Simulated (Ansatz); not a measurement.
# AlRu: geometry relaxation

System: AlRu (Pm-3m, 2 atoms in the cell).
Method: DFT PBE, scalar-relativistic, plane waves, PAW, no spin polarisation (Ansatz 0.2.0).

The structure was made by swapping elements on the sites of another compound; it need not be a known phase. It belongs to a series of runs on one base structure; here: tenorite type (C2/c, No. 15). Figures and captions count atoms from 1; the log counts them from 0 in places.

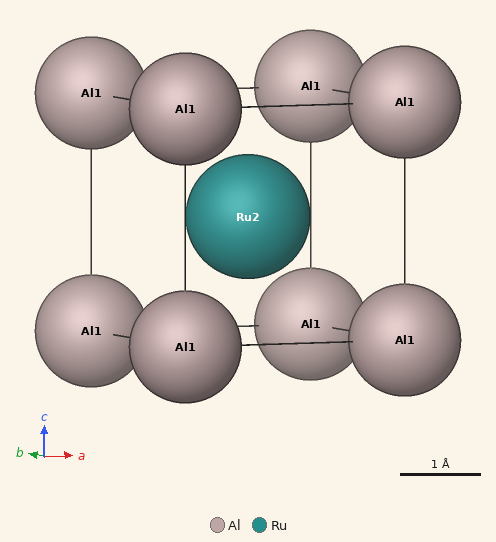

Figure 1. The starting structure (spheres-only view of the cell of the calculation, seen at an oblique angle; atoms are numbered from 1 in the order of the input).

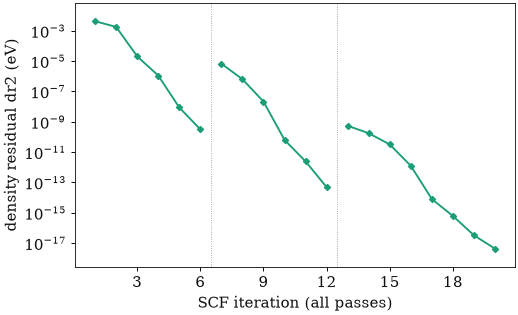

Figure 2. Convergence of the self-consistent field: density residual dr2 against the SCF iteration. The dotted lines part the SCF passes of the relaxation: geometry steps, rejected trials and re-solves on a re-selected basis. The passes take 6, 6 and 8 iterations.

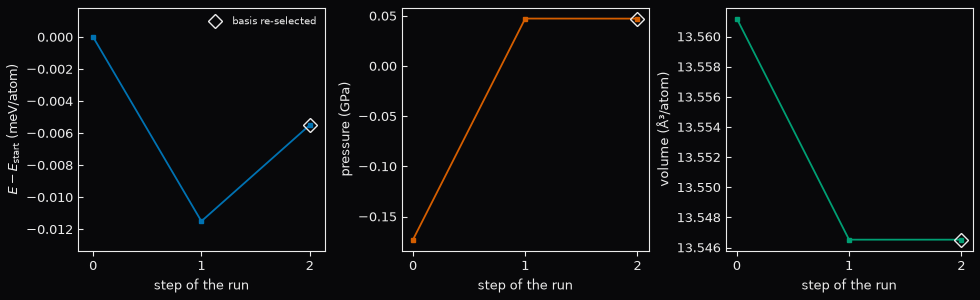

Figure 3. Progress of the relaxation, step by step (the first geometry is step 0 here and step 1 in the log). The atoms keep their places relative to the cell (all moves are under 0.005 Å). Cell: a = b = c 3.005 → 3.003 Å (0.0 %). Volume −0.1 %. The space group stays Pm-3m (No. 221). Over 1 geometry step the energy falls by next to nothing (0.0 meV per atom). All forces vanish by symmetry, so only the cell relaxes. Pressure: −0.17 GPa at the start and 0.05 GPa at the end. A last SCF at the same geometry on a re-selected plane-wave basis shifts the energy by +0.0 meV per atom.

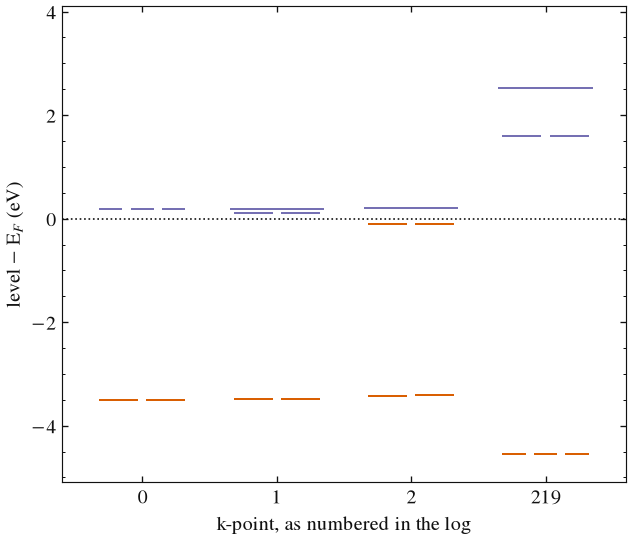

Figure 4. Kohn–Sham levels near the Fermi level (dotted) at the few k-points that the log prints; levels within 0.02 eV of each other stand side by side. The system is metallic on the full mesh.

The input that produced these results follows, with the program's output.

The input:
```yaml
crystal:
  lattice:
    - [3.0045263507, 0.0, 0.0]
    - [0.0, 3.0045263507, 0.0]
    - [0.0, 0.0, 3.0045263507]
  atoms:
    - { symbol: Al, position: [0.0, 0.0, 0.0] }
    - { symbol: Ru, position: [0.5, 0.5, 0.5] }
basis:
  ecutwfc: 420
kpoints:
  mp_grid: { grid: [18, 18, 18] }
hamiltonian:
  xc: pbe
scf:
  occupations: { method: gaussian, width: 0.1 }
output:
  forces: true
  stress: true
  eigenvalues: true
relax:
  adjacent_minimum: "off"
  f_tol: 0.01
  max_steps: 80
  cell: { stress_tol: 0.05 }
```

Launch command:
```bash
ansatz run input.yaml --threads 1 --pin off --max-ram 2560MiB --backend cpu --events-out ev --progress --plain --runs-dir out
```

Log:
```
Engine: ansatz 0.2.0, x86_64-unknown-linux-gnu
Pseudopotentials: kind: paw
Pseudopotential: Al, paw, valence charge 3, recommended cutoff 420 eV (normal), Al.paw.azcp
Pseudopotential: Ru, paw, valence charge 16, recommended cutoff 420 eV (normal), Ru.paw.azcp
Functional definition: PBE
  parameter kappa = 0.804
  parameter beta = 0.06672455060314922
  exchange = pbe_x(kappa = kappa, mu = beta*pi^2/3)
  correlation = pbe_c(beta = beta)
Crystal: 2 atoms, lattice volume = 27.122 Å³
Basis set: ecut = 420 eV, 515 PW (Γ), exchange–correlation on 48×48×48 points (8 copies of the dense FFT grid, shifted against one another)
Bands: 14, of which v1, the nominal top of the filled ones, is band 10 counted from 1 (9 counted from 0)
Symmetry: 48 space group operations
Space group: Pm-3m (ITA 221), of the structure as read, at distance tolerance 3.0e-5 Å
k-points: 220 of 5832
Non-local potential: Al, projectors of the file, l = 0: 2, l = 1: 2, l = 2: 1
Non-local potential: Ru, projectors of the file, l = 0: 3, l = 1: 2, l = 2: 2, l = 3: 1
PAW form: soft (Blöchl's): semilocal exchange-correlation on the pseudo side does not see the compensation charge
PAW one-centre angular grid: Al, 110 points (default); XC on 64 Gauss nodes
PAW one-centre angular grid: Ru, 590 points (default); XC on 64 Gauss nodes
Initial density: superposition of atomic densities (neutral atoms: chi_scale 0, normalization atom), corrected by the library's trained network
Initial wavefunctions: pseudopotential atomic-orbital guess
Functional: x = pbe(κ = 0.804, μ = 0.2195149727645171), c = pbe(β = 0.06672455060314922)
SCF iter   1: F=—  HF=-6417.474108 eV  |F-HF|=—  |Δ(HF+E_count)|=         —  Δρ=3.79e-3  dr2=4.20e-3  ethr=1.77e-3  ⟨swp⟩=5.0  Hψ=16264  notcnv=0
preconditioner: auto → none  [metal: Δε(μ)=0.007 eV  Ē_g=8.763 eV  σ=0.100 eV  W_gap=0.04  n_scr=6 (ndim 8)  ℏωp=23.6 eV  f_vac=0.000  D(μ)=1.48/eV (n_scr^D=18)  sad-step TF]
SCF iter   2: F=—  HF=-6417.473536 eV  |F-HF|=—  |Δ(HF+E_count)|=   5.72e-4  Δρ=2.30e-3  dr2=1.77e-3  ethr=2.21e-5  ⟨swp⟩=2.0  Hψ=5103  notcnv=0
SCF iter   3: F=—  HF=-6417.473206 eV  |F-HF|=—  |Δ(HF+E_count)|=   3.31e-4  Δρ=3.03e-4  dr2=2.03e-5  ethr=9.32e-6  ⟨swp⟩=2.0  Hψ=3875  notcnv=0
SCF iter   4: F=—  HF=-6417.473183 eV  |F-HF|=—  |Δ(HF+E_count)|=   2.29e-5  Δρ=9.22e-5  dr2=1.09e-6  ethr=1.07e-7  ⟨swp⟩=2.1  Hψ=4021  notcnv=0
iter 5 did not close the SCF: its close was put off for the readings that it lacked (scf_convergence_deferred on its scf_iter line)
SCF iter   5: F=-6417.473183 eV  HF=-6417.473183 eV  |F-HF|=2.54e-9  |Δ(HF+E_count)|=   5.52e-8  Δρ=1.10e-5  dr2=8.56e-9  ethr=5.72e-9  ⟨swp⟩=2.3  Hψ=5079  notcnv=0
SCF iter   6: F=-6417.473183 eV  HF=-6417.473183 eV  |F-HF|=3.82e-11  |Δ(HF+E_count)|=  4.37e-10  Δρ=2.54e-6  dr2=3.05e-10  ethr=4.51e-11  ⟨swp⟩=2.8  Hψ=9825  notcnv=0
SCF 1 converged in 6 iterations: F = -6417.473183 eV  dr2 = 3.05e-10
  greatest PAW one-centre occupation: 0.998 electrons in one spin orbital (limit 2), on the Ru atom at site 1 (counted from 0), in its partial waves of l = 0
relax step   1: F+E_penalty+E_count = -6417.47318270 eV  Δ(F+E_penalty+E_count) = +0.000e0 eV  max|allowed force component| = 2.227e-29 eV/Å  Δτ_max = 0.0000 Å  P = -0.173 GPa  Ω = 27.122 Å³  (6 SCF iters, dr2 threshold 1.00e-7 eV, accepted)
Crystal: 2 atoms, lattice volume = 27.093 Å³
Initial density: handed on by an earlier stage of this run
Initial wavefunctions: those handed on with the density
iter 1 solved again at ethr=3.52e-8 eV; its pass at ethr=3.10e-3 eV (dr2=6.69e-6 eV) is discarded
SCF iter   1: F=—  HF=-6417.473228 eV  |F-HF|=—  |Δ(HF+E_count)|=         —  Δρ=1.31e-4  dr2=6.63e-6  ethr=3.52e-8  ⟨swp⟩=2.1  Hψ=16904  notcnv=0
preconditioner: auto → none  [metal: Δε(μ)=0.010 eV  Ē_g=8.772 eV  σ=0.100 eV  W_gap=0.06  n_scr=6 (ndim 8)  ℏωp=23.7 eV  f_vac=0.000  D(μ)=1.49/eV (n_scr^D=18)]
SCF iter   2: F=—  HF=-6417.473207 eV  |F-HF|=—  |Δ(HF+E_count)|=   2.18e-5  Δρ=4.41e-5  dr2=6.26e-7  ethr=3.49e-8  ⟨swp⟩=1.5  Hψ=3468  notcnv=0
iter 3 did not close the SCF: its close was put off for the readings that it lacked (scf_convergence_deferred on its scf_iter line)
SCF iter   3: F=-6417.473206 eV  HF=-6417.473206 eV  |F-HF|=1.51e-8  |Δ(HF+E_count)|=   1.68e-7  Δρ=8.54e-6  dr2=2.10e-8  ethr=3.29e-9  ⟨swp⟩=1.7  Hψ=3722  notcnv=0
iter 4 did not close the SCF: its close was put off for the readings that it lacked (scf_convergence_deferred on its scf_iter line)
SCF iter   4: F=-6417.473206 eV  HF=-6417.473206 eV  |F-HF|=7.73e-11  |Δ(HF+E_count)|=   3.89e-9  Δρ=1.01e-6  dr2=6.15e-11  ethr=1.10e-10  ⟨swp⟩=2.2  Hψ=4036  notcnv=0
iter 5 did not close the SCF: its close was put off for the readings that it lacked (scf_convergence_deferred on its scf_iter line)
SCF iter   5: F=-6417.473206 eV  HF=-6417.473206 eV  |F-HF|=3.64e-12  |Δ(HF+E_count)|=  8.37e-11  Δρ=1.46e-7  dr2=2.38e-12  ethr=1.00e-12  ⟨swp⟩=2.0  Hψ=3871  notcnv=0
SCF iter   6: F=-6417.473206 eV  HF=-6417.473206 eV  |F-HF|=0.00e0  |Δ(HF+E_count)|=    0.00e0  Δρ=3.02e-8  dr2=4.70e-14  ethr=1.00e-12  ⟨swp⟩=1.0  Hψ=7040  notcnv=0
SCF 2 converged in 6 iterations: F = -6417.473206 eV  dr2 = 4.70e-14
relax step   2: F+E_penalty+E_count = -6417.47320640 eV  Δ(F+E_penalty+E_count) = -2.370e-5 eV  max|allowed force component| = 1.052e-30 eV/Å  Δτ_max = 0.0000 Å  P = +0.047 GPa  Ω = 27.093 Å³  energy of the carried Pulay correction = +1.217e-5 eV  (6 SCF iters, dr2 threshold 7.48e-8 eV, accepted)
Initial wavefunctions: pseudopotential atomic-orbital guess (no wavefunctions were taken with the density)
iter 1 solved again at ethr=8.70e-9 eV; its pass at ethr=3.10e-3 eV (dr2=1.65e-6 eV) is discarded
SCF iter   1: F=—  HF=-6417.473215 eV  |F-HF|=—  |Δ(HF+E_count)|=         —  Δρ=2.67e-6  dr2=5.32e-10  ethr=8.70e-9  ⟨swp⟩=3.0  Hψ=24456  notcnv=0
preconditioner: auto → none  [metal: Δε(μ)=0.010 eV  Ē_g=8.773 eV  σ=0.100 eV  W_gap=0.06  n_scr=6 (ndim 8)  ℏωp=23.7 eV  f_vac=0.000  D(μ)=1.49/eV (n_scr^D=18)]
SCF iter   2: F=—  HF=-6417.473194 eV  |F-HF|=—  |Δ(HF+E_count)|=   2.04e-5  Δρ=1.22e-6  dr2=1.71e-10  ethr=2.80e-12  ⟨swp⟩=2.3  Hψ=5485  notcnv=0
SCF iter   3: F=—  HF=-6417.473194 eV  |F-HF|=—  |Δ(HF+E_count)|=  1.64e-11  Δρ=6.13e-7  dr2=3.12e-11  ethr=1.00e-12  ⟨swp⟩=1.0  Hψ=3082  notcnv=0
iter 4 did not close the SCF: its close was put off for the readings that it lacked (scf_convergence_deferred on its scf_iter line)
SCF iter   4: F=-6417.473194 eV  HF=-6417.473194 eV  |F-HF|=0.00e0  |Δ(HF+E_count)|=  1.36e-11  Δρ=7.92e-8  dr2=1.20e-12  ethr=1.00e-12  ⟨swp⟩=1.0  Hψ=3080  notcnv=0
iter 5 did not close the SCF: its close was put off for the readings that it lacked (scf_convergence_deferred on its scf_iter line)
SCF iter   5: F=-6417.473194 eV  HF=-6417.473194 eV  |F-HF|=1.82e-12  |Δ(HF+E_count)|=  9.09e-13  Δρ=9.12e-9  dr2=7.71e-15  ethr=1.00e-12  ⟨swp⟩=1.0  Hψ=3080  notcnv=0
iter 6 did not close the SCF: its close was put off for the readings that it lacked (scf_convergence_deferred on its scf_iter line)
SCF iter   6: F=-6417.473194 eV  HF=-6417.473194 eV  |F-HF|=0.00e0  |Δ(HF+E_count)|=  9.09e-13  Δρ=2.00e-9  dr2=5.94e-16  ethr=1.00e-12  ⟨swp⟩=1.0  Hψ=3080  notcnv=0
iter 7 did not close the SCF: its close was put off for the readings that it lacked (scf_convergence_deferred on its scf_iter line)
SCF iter   7: F=-6417.473194 eV  HF=-6417.473194 eV  |F-HF|=0.00e0  |Δ(HF+E_count)|=  9.09e-13  Δρ=5.31e-10  dr2=3.14e-17  ethr=1.00e-12  ⟨swp⟩=1.0  Hψ=3080  notcnv=0
SCF iter   8: F=-6417.473194 eV  HF=-6417.473194 eV  |F-HF|=9.09e-13  |Δ(HF+E_count)|=  9.09e-13  Δρ=1.76e-10  dr2=4.14e-18  ethr=1.00e-12  ⟨swp⟩=2.0  Hψ=7692  notcnv=0
SCF 3 converged in 8 iterations: F = -6417.473194 eV  dr2 = 4.14e-18
relax step   3: F+E_penalty+E_count = -6417.47319419 eV  Δ(F+E_penalty+E_count) = +1.221e-5 eV  max|allowed force component| = 6.409e-30 eV/Å  Δτ_max = 0.0000 Å  P = +0.047 GPa  Ω = 27.093 Å³  stress off target by 4.72e-2 GPa  SCF on the basis re-selected at this cell (its energy is not comparable with the rows above)  (8 SCF iters)
basis re-selected at this cell: Δ(F+E_penalty+E_count) = +1.221e-5 eV, ΔP = -0.000 GPa vs the last step (what re-selecting the basis moved, of the pressure what is left beyond the Pulay correction that the steps carried, after the strain that the cell walked since its last selection, with what the two solves' SCF thresholds leave and, on support functions, any second-order correction that the steps lacked; it is no measure of the basis error at this ecutwfc). This SCF's stress stands 4.72e-2 GPa from its target on what of the cell is left free (relax.cell.stress_tol is 5.00e-2 GPa) and its largest allowed force component is 6.41e-30 eV/Å (relax.f_tol is 1.00e-2 eV/Å): within both
SCF converged after 8 iterations
Free energy (F): -6417.473194 eV
Harris-Foulkes:  -6417.473194 eV  (|F-HF|=9.09e-13)
Internal energy: -6417.465729 eV  (E = F + TS)
E sigma→0 (E₀):  -6417.469462 eV
Entropy (-TS):   -0.007465 eV (-3.733 meV/atom)
Fermi energy:    15.878335 eV
--- Per-component energies (eV) ---
  E_band       = -123.807784
  E_kinetic    = 542.634688
  E_local      = -1809.289906  (includes V_loc(G=0)·N_el)
  E_nonlocal   = 354.537841
  E_hartree    = 642.772454
  E_xc         = -231.998373
  E_vxc        = -270.424137  (∫ρ·V_xc dr)
  E_paw        = -3929.163897  (= ΣΔE_a)
  E_vpaw       = -226.811009  (= ΣTr[D̂ρ^β])
  E_aug_tail   = -0.000170  (compensation charges beyond the density's cutoff)
  E_ewald      = -1986.958367
  E_smearing   = -0.007465  (= −TS)
  E_closure    = 0.000000  (closes the sum)
  Σ components = -6417.473194   (vs F -6417.473194, Δ=0.00e0)
--- Forces (eV/Å), atoms counted from 1 ---
  atom   1  Al    -0.00000000     0.00000000    -0.00000000
  atom   2  Ru     0.00000000    -0.00000000     0.00000000
  max |Σ_I F_I| component: 1.24e-29 eV/Å
--- Stress (GPa, compression-positive) ---
        0.047232      -0.000000      -0.000000
       -0.000000       0.047232       0.000000
       -0.000000       0.000000       0.047232
  P = ⅓ Tr σ = 0.0472 GPa (0.472 kbar)
--- Band table (eV; the first three rows and the last of 220) ---
  k-point 0: bands = ["-55.9104", "-25.8622", "-25.8622", "-25.8622", "6.2948", "12.3817", "12.3817", "16.0570", "16.0570", "16.0570", "21.9107", "21.9107", "21.9107", "26.7466"]
  k-point 1: bands = ["-55.9099", "-25.8683", "-25.8617", "-25.8617", "6.3535", "12.4023", "12.4023", "15.9825", "15.9825", "16.0642", "21.6057", "22.0300", "22.0300", "26.6147"]
  k-point 2: bands = ["-55.9086", "-25.8858", "-25.8602", "-25.8602", "6.5278", "12.4541", "12.4626", "15.7809", "15.7809", "16.0850", "20.8853", "22.3659", "22.3659", "26.2515"]
  k-point 219: bands = ["-55.8668", "-26.0155", "-26.0155", "-26.0155", "11.3220", "11.3220", "11.3220", "17.4804", "17.4804", "18.3968", "19.9879", "19.9879", "19.9879", "24.3083"]
--- Relaxed structure (2 steps of the walk, 2 accepted, 1 SCFs on fresh bases) ---
  F+E_penalty+E_count = -6417.47319419 eV   max|allowed force component| = 6.409e-30 eV/Å   (the final SCF, on the basis selected at the relaxed cell)
  cell:  # Å, volume = 27.0930 Å³
    - [3.003442299793182, -4.81482486096809e-35, 0.0]
    - [-8.024708101613482e-35, 3.003442299793182, 0.0]
    - [-1.6049416203226965e-35, 0.0, 3.003442299793182]
  atoms:
    - { symbol: Al, position: [3.141819817790545e-89, -8.346477910469849e-38, -1.0433097388087311e-38] }
    - { symbol: Ru, position: [0.5, 0.5, 0.5] }
```

Trajectory as extended XYZ (Å, eV, eV/Å), 3 frames, from step=1 to step=3:
```
2
Lattice="3.0045 0.0000 0.0000 0.0000 3.0045 0.0000 0.0000 0.0000 3.0045" Properties=species:S:1:pos:R:3:forces:R:3 step=1 energy=-6417.47318 pressure_GPa=-0.17
Al    0.0000    0.0000    0.0000    0.0000   0.0000   0.0000
Ru    1.5023    1.5023    1.5023    0.0000   0.0000   0.0000
2
Lattice="3.0034 0.0000 0.0000 0.0000 3.0034 0.0000 0.0000 0.0000 3.0034" Properties=species:S:1:pos:R:3:forces:R:3 step=2 energy=-6417.47321 pressure_GPa=0.05
Al    0.0000    0.0000    0.0000    0.0000   0.0000   0.0000
Ru    1.5017    1.5017    1.5017    0.0000   0.0000   0.0000
2
Lattice="3.0034 0.0000 0.0000 0.0000 3.0034 0.0000 0.0000 0.0000 3.0034" Properties=species:S:1:pos:R:3:forces:R:3 step=3 energy=-6417.47319 pressure_GPa=0.05
Al    0.0000    0.0000    0.0000    0.0000   0.0000   0.0000
Ru    1.5017    1.5017    1.5017    0.0000   0.0000   0.0000
```

Summary:

| quantity | value |
| --- | --- |
| outcome | converged |
| space group (tolerance 0.01 Å) | Pm-3m (221) |
| electrons treated | 19 |
| free energy | −6417.4732 eV |
| Fermi energy | 15.878 eV |
| gap on the k-point mesh | none (metallic) |
| pressure | 0.05 GPa |
| final volume | 27.09 Å³ |
| largest force (length of the vector) at the end | under 0.001 eV/Å |
| final cell | a = 3.003 Å, b = 3.003 Å, c = 3.003 Å, α = 90.00°, β = 90.00°, γ = 90.00° |
| hardware | 1 thread of Intel Xeon (Granite Rapids), 192 GiB of memory available, shared host |
| wall time | 7.6 s |
| peak memory | 0.41 GiB |
